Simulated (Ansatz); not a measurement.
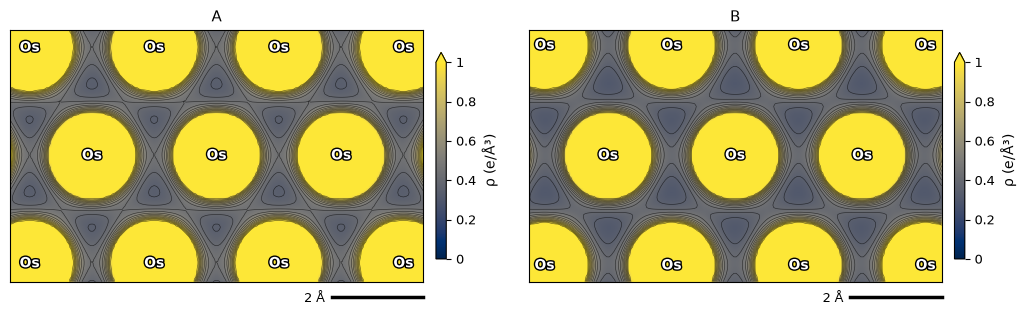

Os. The valence electron density of two cells that differ in size, on the (001) plane of each (indices in the axes of the calculation cell), at one length scale and on one colour scale; one has 14.0 and the other 14.8 Å³ an atom.

Computed with Kohn-Sham DFT of a periodic cell, PBE, Ansatz PAW accurate (Ansatz).

The larger cell:

```cif
data_structure
_symmetry_space_group_name_H-M 'P 1'
_symmetry_Int_Tables_number 1
_cell_length_a 2.7877
_cell_length_b 2.7877
_cell_length_c 4.4044
_cell_angle_alpha 90.000
_cell_angle_beta 90.000
_cell_angle_gamma 120.000
_cell_volume 29.64
loop_
_atom_site_label
_atom_site_type_symbol
_atom_site_fract_x
_atom_site_fract_y
_atom_site_fract_z
_atom_site_occupancy
Os1 Os 0.66667 0.33333 0.75000 1
Os2 Os 0.33333 0.66667 0.25000 1
```

The smaller cell: a = 2.734 Å, b = 2.734 Å, c = 4.320 Å, α = 90.00°, β = 90.00°, γ = 120.00°.

### Which panel shows the smaller cell, and what does the compression change?

Panel A is the smaller cell, by 6 % in volume. From the larger cell to the smaller, Os–Os goes from 2.79 to 2.73 Å, and the density at its midpoint from 0.41 to 0.45 e/Å³; the pressure goes from −13 to 9 GPa.
